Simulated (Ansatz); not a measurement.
**Ti: 5 runs along one coordinate**

System: Ti (2 atoms in the cell).
Method: DFT, LDA (PW92), plane waves (420 eV) with PAW, scalar-relativistic, no spin polarisation (Ansatz 0.2.0).

The 5 runs differ only in the geometry, by an even scaling of the cell at fixed fractional positions.

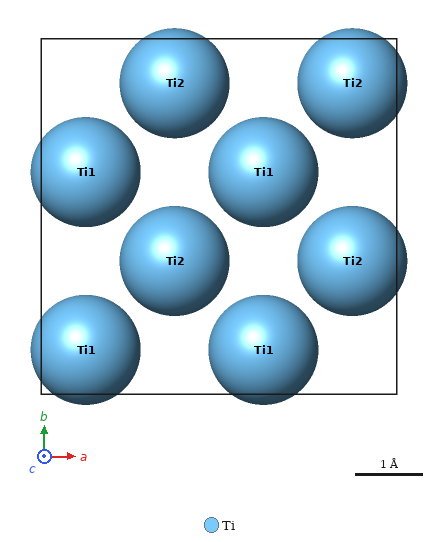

Figure 1. The structure of run 3 (spheres-only view of the cell 4 times as large as that of the calculation, set on its symmetry axes, along the c axis; atoms are numbered from 1 in the order of the input).

**Input of run 3**
```yaml
crystal:
  lattice:
    - [0.0, 2.6804349531, 2.6804349531]
    - [2.6804349531, 0.0, 2.6804349531]
    - [2.6804349531, 2.6804349531, 0.0]
  atoms:
    - { symbol: Ti, position: [0.125, 0.125, 0.125] }
    - { symbol: Ti, position: [0.875, 0.875, 0.875] }
hamiltonian:
  xc: lda
  pseudopotentials:
    kind: paw
    azcp:
      Ti: "pseudopotentials/Ti.paw.azcp"
basis:
  ecutwfc: 420
  fft_grid_basis: typed
kpoints:
  mp_grid: { grid: [11, 11, 11], shift: [0, 0, 0] }
magnetization:
  spin_polarized: false
scf:
  occupations: { method: fermi_dirac, width: 0.1 }
  lower_state_search: "off"
output:
  stress: true
```

Run 4 differs from it as follows:
```diff
-    - [0.0, 2.6804349531, 2.6804349531]
-    - [2.6804349531, 0.0, 2.6804349531]
-    - [2.6804349531, 2.6804349531, 0.0]
+    - [0.0, 2.7500875779, 2.7500875779]
+    - [2.7500875779, 0.0, 2.7500875779]
+    - [2.7500875779, 2.7500875779, 0.0]
```

**Results, with one run withheld**

```tsv
run	volume per atom (Å³)	free energy per atom, from the lowest run given (meV)	pressure (GPa)
1	17.718	15.21	3.37
2	18.488	3.61	1.53
3	19.258	0.00	0.01
4	20.799	?	?
5	21.569	27.06	−3.53
```

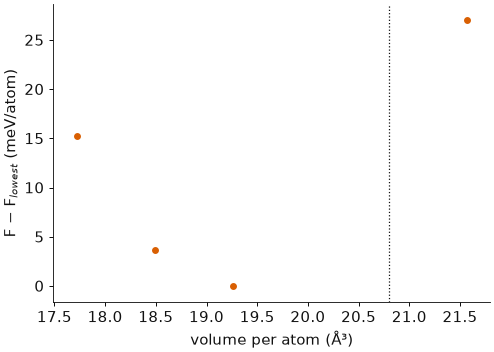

Figure 2. Free energy per atom of the runs given; the dotted line marks run 4.

Fit the runs given and predict run 4.

A quadratic polynomial in V^(−2/3) (the Birch–Murnaghan form), fitted to the 4 runs given, misses them by at most 0.16 meV per atom. With x = V^(−2/3) − 0.13960 Å⁻², it reads F = 0.11874 + 107.58 x + 2.5243e+05 x² (meV per atom). At run 4 it gives 13.06 meV per atom, and the run itself gives 12.50. The slope of the fit gives a pressure −dF/dV of −2.46 GPa there, and the run prints −2.50 GPa. The fit has its minimum at 19.216 Å³ per atom, where V d²F/dV² gives 36.3 GPa: the bulk modulus at this level, since symmetry fixes the shape and the positions. So low a polynomial doesn't follow these energies more closely.

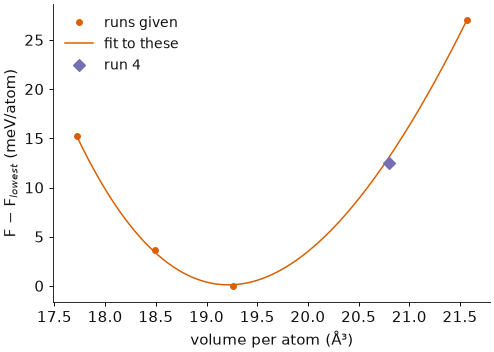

Figure 3. The fit and the withheld run.

**Output, shortened to warnings, some set-up lines, iterations and results (run 4)**
```
Warning: [file] the record states the generating functional pbe (its physics header spells it `PBE`), which answers neither for hamiltonian.xc's functional nor for the lda family's — results may be inconsistent (PPs are generated against a specific XC)
Basis set: ecut = 420 eV, 869 PW (Γ)
Symmetry: 48 space group operations
k-points: 56 of 1331
Initial density: superposition of atomic densities (neutral atoms: chi_scale 0, normalization atom), corrected by the library's trained network
[...]
SCF iter   1: F=—  HF=-4896.095518 eV  |F-HF|=—  |Δ(HF+E_count)|=         —  Δρ=1.12e-2  dr2=2.17e-2  ethr=1.77e-3  ⟨swp⟩=4.2  Hψ=3668  notcnv=0
SCF iter   2: F=—  HF=-4896.091765 eV  |F-HF|=—  |Δ(HF+E_count)|=   3.75e-3  Δρ=5.33e-3  dr2=4.45e-3  ethr=9.06e-5  ⟨swp⟩=2.7  Hψ=1653  notcnv=0
SCF iter   3: F=—  HF=-4896.091382 eV  |F-HF|=—  |Δ(HF+E_count)|=   3.84e-4  Δρ=9.33e-4  dr2=2.89e-4  ethr=1.85e-5  ⟨swp⟩=2.6  Hψ=1476  notcnv=0
SCF iter   4: F=—  HF=-4896.091403 eV  |F-HF|=—  |Δ(HF+E_count)|=   2.15e-5  Δρ=1.60e-4  dr2=1.86e-5  ethr=1.20e-6  ⟨swp⟩=1.0  Hψ=898  notcnv=0
SCF iter   5: F=—  HF=-4896.091398 eV  |F-HF|=—  |Δ(HF+E_count)|=   5.08e-6  Δρ=4.76e-5  dr2=1.20e-6  ethr=7.77e-8  ⟨swp⟩=2.2  Hψ=1132  notcnv=0
SCF iter   6: F=-4896.091398 eV  HF=-4896.091398 eV  |F-HF|=3.08e-8  |Δ(HF+E_count)|=   2.74e-8  Δρ=1.55e-5  dr2=7.03e-8  ethr=4.17e-10  ⟨swp⟩=2.7  Hψ=3443  notcnv=0
SCF 1 converged in 6 iterations: F = -4896.091398 eV  dr2 = 7.03e-8
SCF converged after 6 iterations
Free energy (F): -4896.091398 eV
Harris-Foulkes:  -4896.091398 eV  (|F-HF|=3.08e-8)
Internal energy: -4895.900343 eV  (E = F + TS)
E sigma→0 (E₀):  -4895.995870 eV
Entropy (-TS):   -0.191055 eV (-95.527 meV/atom)
Fermi energy:    10.096167 eV
--- Per-component energies (eV) ---
  E_band       = -379.077729
  E_kinetic    = 552.169692
  E_local      = -2141.205184  (includes V_loc(G=0)·N_el)
  E_nonlocal   = 33.691541
  E_hartree    = 884.929314
  E_xc         = -191.737236
  E_vxc        = -241.255690  (∫ρ·V_xc dr)
  E_paw        = -2003.594451  (= ΣΔE_a)
  E_vpaw       = -352.345950  (= ΣTr[D̂ρ^β])
  E_aug_tail   = 0.000210  (compensation charges beyond the density's cutoff)
  E_ewald      = -2030.806130
  E_core_change = 0.651901  (= ΣΔE_core)
  E_smearing   = -0.191055  (= −TS)
  E_closure    = -0.000000  (closes the sum)
  Σ components = -4896.091398   (vs F -4896.091398, Δ=0.00e0)
--- Stress (GPa, compression-positive) ---
       -2.502416      -0.000000       0.000000
       -0.000000      -2.502416       0.000000
       -0.000000       0.000000      -2.502416
  P = ⅓ Tr σ = -2.5024 GPa (-25.024 kbar)
```

Warnings of the run: the PAW datasets were made with another functional.
